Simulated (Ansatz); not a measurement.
**Two runs on Sr**

System: Sr (1 atom in the cell).
Method of run A: DFT PBE, scalar-relativistic, plane waves, PAW, no spin polarisation (Ansatz 0.2.0).

The structure was made by a generator, so it may or may not be a known phase. Text and figures count atoms from 1; the logs count them from 0 in places.

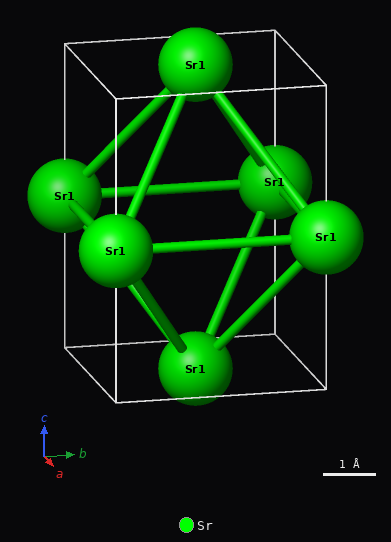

Fig. 1: The starting structure (ball-and-stick view of the cell 2 times as large as that of the calculation, set on its symmetry axes, seen slightly off an axis; atoms are numbered from 1 in the order of the input). An atom can appear more than once, as a periodic image. Near neighbours in the periodic cell (some may lie outside the picture): Sr has 12 Sr at 4.22 to 4.29 Å.

Input, run A:
```yaml
crystal:
  lattice:
    - [-2.1124478885, 2.1124478885, 3.0721220166]
    - [2.1124478885, -2.1124478885, 3.0721220166]
    - [2.1124478885, 2.1124478885, -3.0721220166]
  atoms:
    - { symbol: Sr, position: [0.5, 0.5, 0.0] }
basis:
  ecutwfc: 420
kpoints:
  mp_grid: { grid: [18, 18, 18] }
hamiltonian:
  xc: pbe
scf:
  occupations: { method: gaussian, width: 0.1 }
output:
  forces: true
  stress: true
  eigenvalues: true
  write_density: true
  write_potential: true
  elf: true
  volumetric_format: npy
relax:
  adjacent_minimum: "off"
  f_tol: 0.01
  max_steps: 80
  cell: { stress_tol: 0.05 }
```

Launched with:
```bash
ansatz run input.yaml --threads 1 --pin off --max-ram 2560MiB --backend cpu --events-out ev --progress --plain --runs-dir out
```

Hardware: 1 thread of Intel Xeon @ 2.70GHz, 189 GiB of memory available, shared host.

Output, shortened to warnings, some set-up lines, iterations and results (run A):
```
Basis set: ecut = 420 eV, 1063 PW (Γ), exchange–correlation on 60×60×60 points (8 copies of the dense FFT grid, shifted against one another)
Symmetry: 16 space group operations
k-points: 480 of 5832
Initial density: superposition of atomic densities (neutral atoms: chi_scale 0, normalization atom), corrected by the library's trained network
[...]
SCF iter   1: F=—  HF=-3544.223423 eV  |F-HF|=—  |Δ(HF+E_count)|=         —  Δρ=9.77e-4  dr2=8.42e-4  ethr=1.77e-3  ⟨swp⟩=6.6  Hψ=37966  notcnv=0
SCF iter   2: F=—  HF=-3544.223958 eV  |F-HF|=—  |Δ(HF+E_count)|=   5.35e-4  Δρ=6.26e-4  dr2=4.26e-4  ethr=8.42e-6  ⟨swp⟩=2.5  Hψ=10617  notcnv=0
SCF iter   3: F=—  HF=-3544.223976 eV  |F-HF|=—  |Δ(HF+E_count)|=   1.78e-5  Δρ=2.10e-4  dr2=2.93e-5  ethr=4.26e-6  ⟨swp⟩=1.0  Hψ=4320  notcnv=0
SCF iter   4: F=—  HF=-3544.223974 eV  |F-HF|=—  |Δ(HF+E_count)|=   2.54e-6  Δρ=7.69e-5  dr2=2.08e-6  ethr=2.93e-7  ⟨swp⟩=1.1  Hψ=4350  notcnv=0
SCF iter   5: F=—  HF=-3544.223974 eV  |F-HF|=—  |Δ(HF+E_count)|=   5.58e-7  Δρ=1.58e-5  dr2=1.15e-7  ethr=2.08e-8  ⟨swp⟩=2.1  Hψ=4983  notcnv=0
[... 15 lines ...]
SCF iter   2: F=—  HF=-3544.224451 eV  |F-HF|=—  |Δ(HF+E_count)|=   7.01e-7  Δρ=3.36e-6  dr2=6.65e-10  ethr=2.90e-11  ⟨swp⟩=2.5  Hψ=7438  notcnv=0
SCF iter   3: F=—  HF=-3544.224451 eV  |F-HF|=—  |Δ(HF+E_count)|=   4.11e-9  Δρ=3.43e-7  dr2=4.51e-11  ethr=6.65e-12  ⟨swp⟩=2.0  Hψ=6296  notcnv=0
SCF iter   4: F=-3544.224451 eV  HF=-3544.224451 eV  |F-HF|=4.55e-13  |Δ(HF+E_count)|=  4.09e-12  Δρ=1.10e-7  dr2=3.32e-12  ethr=1.00e-12  ⟨swp⟩=8.4  Hψ=26097  notcnv=0
SCF 4 converged in 4 iterations: F = -3544.224451 eV  dr2 = 3.32e-12
relax step   4: F+E_penalty+E_count = -3544.22445137 eV  Δ(F+E_penalty+E_count) = +1.337e-7 eV  max|allowed force component| = 0.000e0 eV/Å  Δτ_max = 0.0000 Å  P = +0.013 GPa …
basis re-selected at this cell: Δ(F+E_penalty+E_count) = +1.337e-7 eV, ΔP = -0.000 GPa vs the last step (what re-selecting the basis moved, of the pressure what is left beyond the Pulay correction that the steps carried, after the strain that the cell walked since its last selection, with what the …
SCF converged after 4 iterations
Free energy (F): -3544.224451 eV
Harris-Foulkes:  -3544.224451 eV  (|F-HF|=4.55e-13)
Internal energy: -3544.217287 eV  (E = F + TS)
E sigma→0 (E₀):  -3544.220869 eV
Entropy (-TS):   -0.007164 eV (-7.164 meV/atom)
Fermi energy:    5.115115 eV
--- Per-component energies (eV) ---
  E_band       = -135.843526
  E_kinetic    = 241.481249
  E_local      = -769.382582  (includes V_loc(G=0)·N_el)
  E_nonlocal   = 202.855832
  E_hartree    = 194.599298
  E_xc         = -171.257012
  E_vxc        = -159.288018  (∫ρ·V_xc dr)
  E_paw        = -2694.716464  (= ΣΔE_a)
  E_vpaw       = -40.708638  (= ΣTr[D̂ρ^β])
  E_aug_tail   = -0.000001  (compensation charges beyond the density's cutoff)
  E_ewald      = -547.797607
  E_smearing   = -0.007164  (= −TS)
  E_closure    = 0.000000  (closes the sum)
  Σ components = -3544.224451   (vs F -3544.224451, Δ=0.00e0)
--- Forces (eV/Å), atoms counted from 1 ---
  atom   1  Sr     0.00000000     0.00000000     0.00000000
  max |Σ_I F_I| component: 9.47e-30 eV/Å
--- Stress (GPa, compression-positive) ---
        0.018282       0.000000       0.000000
        0.000000       0.018282      -0.000000
       -0.000000      -0.000000       0.002455
  P = ⅓ Tr σ = 0.0130 GPa (0.130 kbar)
--- Relaxed structure (3 steps of the walk, 3 accepted, 1 SCFs on fresh bases) ---
  F+E_penalty+E_count = -3544.22445137 eV   max|allowed force component| = 0.000e0 eV/Å   (the final SCF, on the basis selected at the relaxed cell)
  cell:  # Å, volume = 54.7046 Å³
    - [-2.1282541191365563, 2.1282541191365563, 3.019372486686744]
    - [2.1282541191365563, -2.1282541191365563, 3.019372486686744]
    - [2.1282541191365563, 2.1282541191365563, -3.019372486686744]
  atoms:
    - { symbol: Sr, position: [0.5, 0.5, -2.2867323300818782e-36] }
```

The input of run B differs as follows (lines with − go, lines with + come):
```diff
-  mp_grid: { grid: [18, 18, 18] }
+  mp_grid: { grid: [14, 14, 14] }
+  n_extra_bands: 8
-  write_density: true
-  write_potential: true
-  elf: true
-  volumetric_format: npy
```

How does run B compare with run A?

The free energy of run B is 0.40 meV per atom lower, which comes mainly from the change of mesh; a solver setting shouldn't move a converged energy. The volume per atom goes from 54.70 to 54.73 Å³. The SCF takes 16 iterations over all geometry steps against 17. The irreducible k-points go from 480 to 244. On the same kind of shared host run B took about 0.56 times as long.

Output, shortened to warnings, some set-up lines, iterations and results (run B):
```
Basis set: ecut = 420 eV, 1063 PW (Γ), exchange–correlation on 60×60×60 points (8 copies of the dense FFT grid, shifted against one another)
Symmetry: 16 space group operations
k-points: 244 of 2744
Initial density: superposition of atomic densities (neutral atoms: chi_scale 0, normalization atom), corrected by the library's trained network
[...]
SCF iter   1: F=—  HF=-3544.223669 eV  |F-HF|=—  |Δ(HF+E_count)|=         —  Δρ=1.04e-3  dr2=1.02e-3  ethr=1.77e-3  ⟨swp⟩=7.3  Hψ=25981  notcnv=0  defer=109
SCF iter   2: F=—  HF=-3544.224322 eV  |F-HF|=—  |Δ(HF+E_count)|=   6.53e-4  Δρ=6.62e-4  dr2=4.83e-4  ethr=1.02e-5  ⟨swp⟩=2.4  Hψ=6236  notcnv=0  defer=141
SCF iter   3: F=—  HF=-3544.224343 eV  |F-HF|=—  |Δ(HF+E_count)|=   2.13e-5  Δρ=2.23e-4  dr2=4.91e-5  ethr=4.83e-6  ⟨swp⟩=1.0  Hψ=2650  notcnv=0  defer=141
SCF iter   4: F=—  HF=-3544.224336 eV  |F-HF|=—  |Δ(HF+E_count)|=   6.83e-6  Δρ=9.18e-5  dr2=3.46e-6  ethr=4.91e-7  ⟨swp⟩=1.0  Hψ=2656  notcnv=0  defer=141
SCF iter   5: F=—  HF=-3544.224336 eV  |F-HF|=—  |Δ(HF+E_count)|=   3.09e-7  Δρ=1.68e-5  dr2=2.28e-7  ethr=3.46e-8  ⟨swp⟩=2.0  Hψ=2935  notcnv=0  defer=141
[... 14 lines ...]
SCF iter   2: F=—  HF=-3544.224853 eV  |F-HF|=—  |Δ(HF+E_count)|=   5.31e-7  Δρ=3.48e-6  dr2=9.18e-10  ethr=4.34e-11  ⟨swp⟩=3.4  Hψ=5570  notcnv=0
SCF iter   3: F=—  HF=-3544.224853 eV  |F-HF|=—  |Δ(HF+E_count)|=   4.07e-9  Δρ=8.24e-7  dr2=5.60e-11  ethr=9.18e-12  ⟨swp⟩=2.7  Hψ=4346  notcnv=0
SCF iter   4: F=-3544.224853 eV  HF=-3544.224853 eV  |F-HF|=1.82e-12  |Δ(HF+E_count)|=  2.73e-10  Δρ=8.94e-8  dr2=2.19e-12  ethr=1.00e-12  ⟨swp⟩=8.7  Hψ=15818  notcnv=0
SCF 4 converged in 4 iterations: F = -3544.224853 eV  dr2 = 2.19e-12
relax step   4: F+E_penalty+E_count = -3544.22485321 eV  Δ(F+E_penalty+E_count) = -2.521e-7 eV  max|allowed force component| = 0.000e0 eV/Å  Δτ_max = 0.0000 Å  P = +0.010 GPa …
basis re-selected at this cell: Δ(F+E_penalty+E_count) = -2.521e-7 eV, ΔP = -0.000 GPa vs the last step (what re-selecting the basis moved, of the pressure what is left beyond the Pulay correction that the steps carried, after the strain that the cell walked since its last selection, with what the …
SCF converged after 4 iterations
Free energy (F): -3544.224853 eV
Harris-Foulkes:  -3544.224853 eV  (|F-HF|=1.82e-12)
Internal energy: -3544.217932 eV  (E = F + TS)
E sigma→0 (E₀):  -3544.221393 eV
Entropy (-TS):   -0.006921 eV (-6.921 meV/atom)
Fermi energy:    5.117330 eV
--- Per-component energies (eV) ---
  E_band       = -135.892010
  E_kinetic    = 241.476556
  E_local      = -769.486253  (includes V_loc(G=0)·N_el)
  E_nonlocal   = 202.856516
  E_hartree    = 194.628331
  E_xc         = -171.255724
  E_vxc        = -159.285909  (∫ρ·V_xc dr)
  E_paw        = -2694.716538  (= ΣΔE_a)
  E_vpaw       = -40.709605  (= ΣTr[D̂ρ^β])
  E_aug_tail   = -0.000001  (compensation charges beyond the density's cutoff)
  E_ewald      = -547.720820
  E_smearing   = -0.006921  (= −TS)
  E_closure    = 0.000000  (closes the sum)
  Σ components = -3544.224853   (vs F -3544.224853, Δ=0.00e0)
--- Forces (eV/Å), atoms counted from 1 ---
  atom   1  Sr     0.00000000     0.00000000     0.00000000
  max |Σ_I F_I| component: 3.21e-29 eV/Å
--- Stress (GPa, compression-positive) ---
        0.015935      -0.000000      -0.000000
       -0.000000       0.015935       0.000000
       -0.000000       0.000000      -0.000994
  P = ⅓ Tr σ = 0.0103 GPa (0.103 kbar)
--- Relaxed structure (3 steps of the walk, 3 accepted, 1 SCFs on fresh bases) ---
  F+E_penalty+E_count = -3544.22485321 eV   max|allowed force component| = 0.000e0 eV/Å   (the final SCF, on the basis selected at the relaxed cell)
  cell:  # Å, volume = 54.7276 Å³
    - [-2.1285594366534957, 2.1285594366534957, 3.0197760681825465]
    - [2.1285594366534957, -2.1285594366534957, 3.0197760681825465]
    - [2.1285594366534957, 2.1285594366534957, -3.0197760681825465]
  atoms:
    - { symbol: Sr, position: [0.5, 0.5, 8.931266892467383e-37] }
```

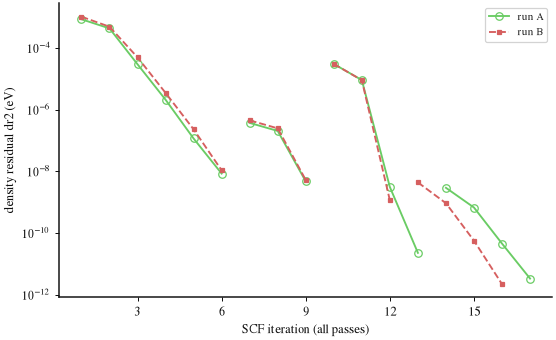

Fig. 2: Convergence of the two runs: density residual dr2 against the SCF iteration. A break in a curve parts two SCF passes. Run A takes 17 iterations in all, and run B takes 16.

The two runs side by side:

| quantity | run A | run B |
| --- | --- | --- |
| outcome | converged | converged |
| free energy per atom (eV) | −3544.2245 | −3544.2249 |
| energy per atom, smearing taken to zero (eV) | −3544.2209 | −3544.2214 |
| gap on the mesh (eV) | 0.00 | 0.00 |
| pressure (GPa) | 0.01 | 0.01 |
| volume per atom (Å³) | 54.70 | 54.73 |
| largest force (eV/Å) | 0.000 | 0.000 |
| SCF iterations | 17 | 16 |
| irreducible k-points | 480 | 244 |
| wall time (shared host) | 49 s | 27 s |

For run B: These settings are looser than, or depart from, a standard set-up, so the numbers are not reference values for this system.
